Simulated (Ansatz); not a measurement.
```
CELL_PARAMETERS angstrom
-6.36324 0.00000 0.00000
1.59081 -8.26609 0.00000
0.00000 0.00000 13.06738
ATOMIC_POSITIONS crystal
W 0.61025 0.44400 0.24980
W 0.77695 0.11067 0.25019
W 0.11017 0.44384 0.25006
W 0.27689 0.11066 0.25021
W 0.44371 0.77735 0.25019
W 0.94369 0.77738 0.25021
W 0.39505 0.54661 0.74977
W 0.54816 0.22871 0.75124
W 0.88694 0.55577 0.75219
W 0.05455 0.22426 0.74933
W 0.22263 0.88772 0.74639
W 0.72168 0.88741 0.74781
S 0.77134 0.11834 0.63108
S 0.11019 0.44365 0.63049
S 0.27880 0.11762 0.62872
S 0.44837 0.76807 0.62922
S 0.93881 0.77210 0.62848
S 0.38800 0.55539 0.13049
S 0.55468 0.22174 0.13054
S 0.88830 0.55541 0.13053
S 0.05477 0.22174 0.13061
S 0.22153 0.88856 0.13068
S 0.72153 0.88857 0.13066
S 0.61434 0.44484 0.87167
S 0.77337 0.11127 0.86747
S 0.11505 0.44678 0.86918
S 0.27727 0.10889 0.86779
S 0.44360 0.77395 0.86574
S 0.94661 0.77918 0.86737
S 0.38824 0.55504 0.36951
S 0.55480 0.22223 0.36954
S 0.88786 0.55507 0.36949
S 0.05481 0.22197 0.36971
S 0.22148 0.88855 0.36974
S 0.72156 0.88859 0.36977
```

Spin-polarised.

The calculation used DFT r2SCAN, scalar-relativistic, plane waves, PAW (Ansatz).

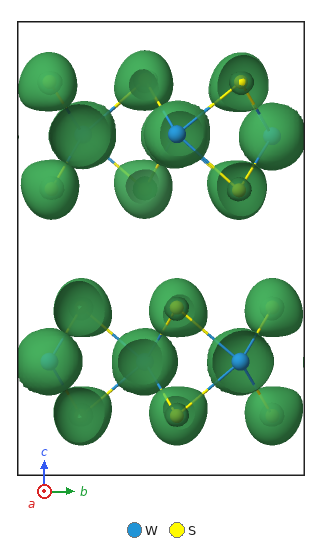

W₁₂S₂₃ (cell charge −1, with a compensating background) (cell with a defect). Isosurface of the valence electron density at 0.8 e/Å³ (green), seen along the a axis. Sticks mark near contacts.

Q: Which contacts does the surface bridge?

A: At this value the density breaks into separate islands; it holds about 55 % of the electrons treated as valence (semicore included). It bridges none of the near contacts. It is pinched off along the shortest W–S (2.38 Å) and W–S (2.42 Å) contacts. On the grid the lowest density along these lines, outside the cores, is 0.67 e/Å³ (W–S, 2.38 Å) and 0.62 e/Å³ (W–S, 2.42 Å).
